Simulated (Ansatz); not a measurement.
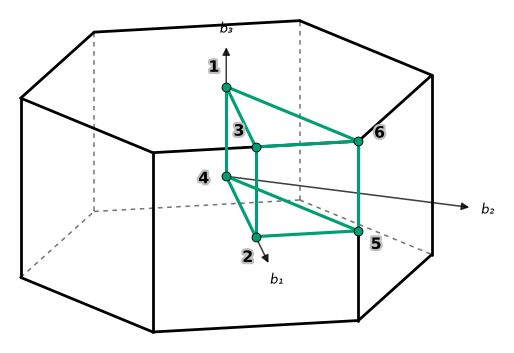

The first Brillouin zone of a primitive hexagonal lattice (hP; extended symbol hP2) is drawn with its special points numbered. Crystal: Yb, the geometry relaxed at fixed volume with DFT PBE, spin-orbit coupling, plane waves, PAW in Ansatz; the starting structure was generated, so it need not be a known form of this composition. Symmetry computed with spglib at a tolerance of 0.002 Å; standard conventional cell.

a = 3.630 Å, b = 3.630 Å, c = 5.951 Å, α = 90.00°, β = 90.00°, γ = 120.00°.

Labels and path follow the convention of Hinuma et al. (2017), as computed by seekpath; the arrows show the directions of the reciprocal primitive vectors b₁, b₂, b₃, in which coordinates are given.

> Which special point is each number?

| no. | label | coordinates |
| --- | --- | --- |
| 1 | A | (0, 0, 1/2) |
| 2 | M | (1/2, 0, 0) |
| 3 | L | (1/2, 0, 1/2) |
| 4 | Γ | (0, 0, 0) |
| 5 | K | (1/3, 1/3, 0) |
| 6 | H | (1/3, 1/3, 1/2) |
